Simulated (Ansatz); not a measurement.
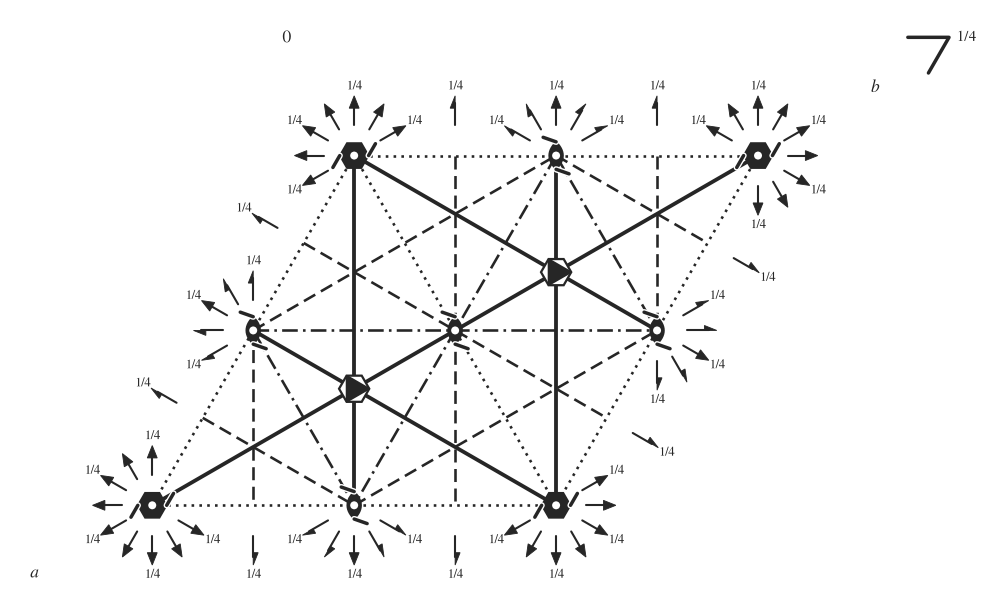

Symmetry elements of a space group, projected down c, computed from the operations of a computed or model structure of composition Tl.

Graphical symbols as in the International Tables (origin upper left, heights as fractions; handed screw axes are marked by their printed symbols).

### Give the Hermann–Mauguin symbol and number.

No. 194, P6₃/mmc; primitive hexagonal, point group 6/mmm, 24 general positions a cell.

### List the elements shown.

−6 axes along c at (1/3, 2/3), (2/3, 1/3); 6₃ axes along c at (0, 0); 2₁ axes along c at (0, 1/2), (1/2, 0), (1/2, 1/2); inversion centres at (0, 0), (0, 1/2), (1/2, 0), (1/2, 1/2); mirror planes holding c and [1 2 0] or [2 1 0] or [−1 1 0]; in-plane glide planes holding c and [1 2 0] or [2 1 0] or [−1 1 0]; c glide planes normal to a*, at x = 0; n glide planes normal to a*, at x = 1/2; c glide planes normal to b*, at y = 0; n glide planes normal to b*, at y = 1/2; c glide planes holding c and [1 1 0]; diagonal glide planes holding c and [1 1 0]; a mirror plane normal to c at height 1/4; 2 axes along [1 1 0] at height 0; 2 axes along [1 2 0] at height 1/4; 2 axes along [2 1 0] at height 1/4; 2 axes along [−1 1 0] at height 1/4; 2 axes along a at height 0; 2 axes along b at height 0; 2₁ axes along [1 1 0] at height 0; 2₁ axes along [1 2 0] at height 1/4; 2₁ axes along [2 1 0] at height 1/4; 2₁ axes along [−1 1 0] at height 1/4; 2₁ axes along a at height 0; 2₁ axes along b at height 0. Heights repeat every half period; positions are (a, b) fractions, modulo 1.

### Write the general positions (in any order).

x, y, z; −x, −y, −z; x−y, x, z+1/2; −x+y, −x, −z+1/2; −y, x−y, z; y, −x+y, −z; −x, −y, z+1/2; x, y, −z+1/2; −x+y, −x, z; x−y, x, −z; y, −x+y, z+1/2; −y, x−y, −z+1/2; −y, −x, −z+1/2; y, x, z+1/2; −x, −x+y, −z; x, x−y, z; −x+y, y, −z+1/2; x−y, −y, z+1/2; y, x, −z; −y, −x, z; x, x−y, −z+1/2; −x, −x+y, z+1/2; x−y, −y, −z; −x+y, y, z
